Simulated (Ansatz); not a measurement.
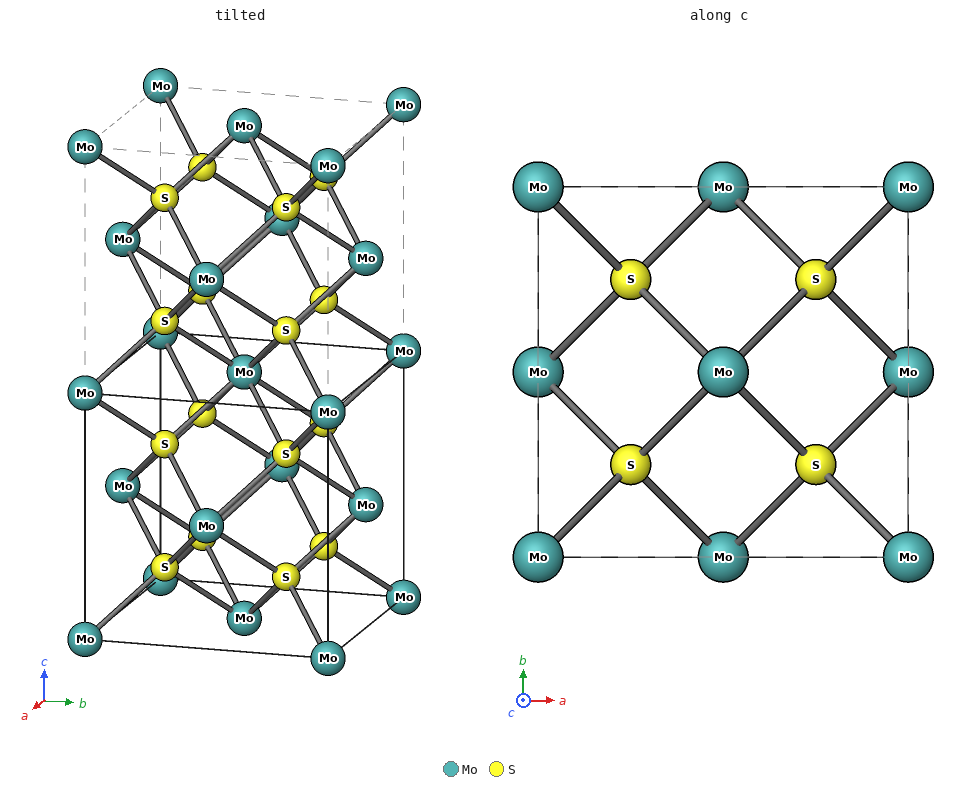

Crystal structure, ball-and-stick style, seen slightly off an axis and along the c axis. The structure is repeated 1×1×2 times; solid lines mark one conventional unit cell.

MoS2, space group Fm-3m (No. 225), a = 5.86 Å, b = 5.86 Å, c = 5.86 Å, α = 90.00°, β = 90.00°, γ = 90.00°.

Electronic-structure method: Ansatz 0.2.0, DFT, HSE06, plane waves, PAW. Parameters: E_cut = 420 eV, k-points about 0.31 Å⁻¹ apart, Fermi-Dirac smearing of 0.02 eV, no spin polarisation.

### Predict the gap.

A metal: bands cross the Fermi level.

### Under what pressure is the structure?

The computed pressure is -3.7 GPa (stretched: it would shrink).

Starting structure: a structure type filled with these elements by a generator (whether the compound takes this form wasn't checked). Earlier steps of the study, as a rule a relaxation of our own, may have changed the cell and positions, so they can lie some per cent off the listed ones. Ansatz was used for an electronic-structure calculation on it.
